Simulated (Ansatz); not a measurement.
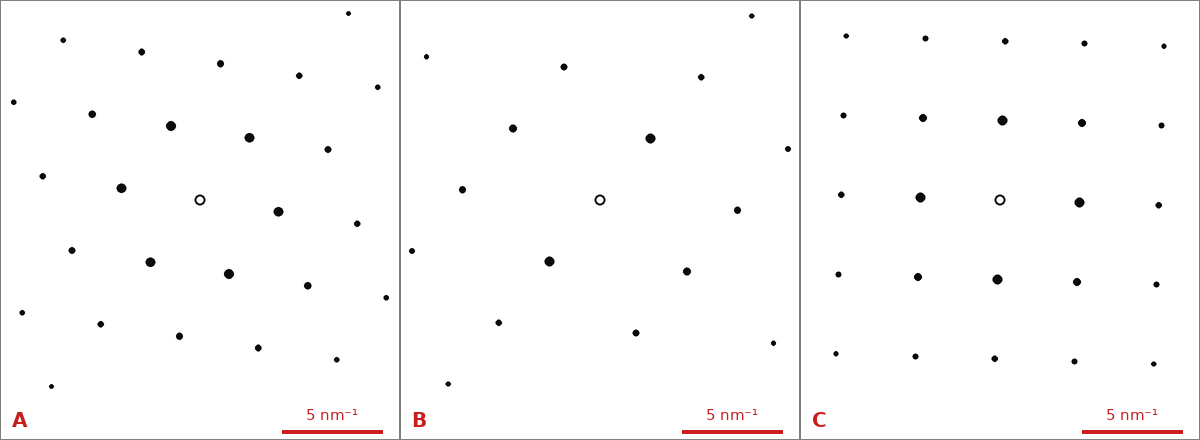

Kinematic zone-axis patterns, calculated for 300 keV electrons with B = 0.5 Å².

All three come from Mg, space group Im-3m (No. 229), a = 3.557 Å. Structure: the end point of a relaxation with DFT, r2SCAN, plane waves (500 eV) with PAW, scalar-relativistic (Ansatz 0.2.0); the starting structure was generated, so it need not be a known form of this composition.

Question: Assign the zone axes [001], [110], [111] to A, B and C.

Answer: A is [111]: hexagonal net of -1 1 0 at d = 2.52 Å and -1 0 1 at d = 2.52 Å, at 60.0°. B is [110]: rectangular net of 1 -1 0 at d = 2.52 Å and 0 0 2 at d = 1.78 Å, at 90.0°. C is [001]: square net of 1 -1 0 at d = 2.52 Å and 1 1 0 at d = 2.52 Å, at 90.0°.
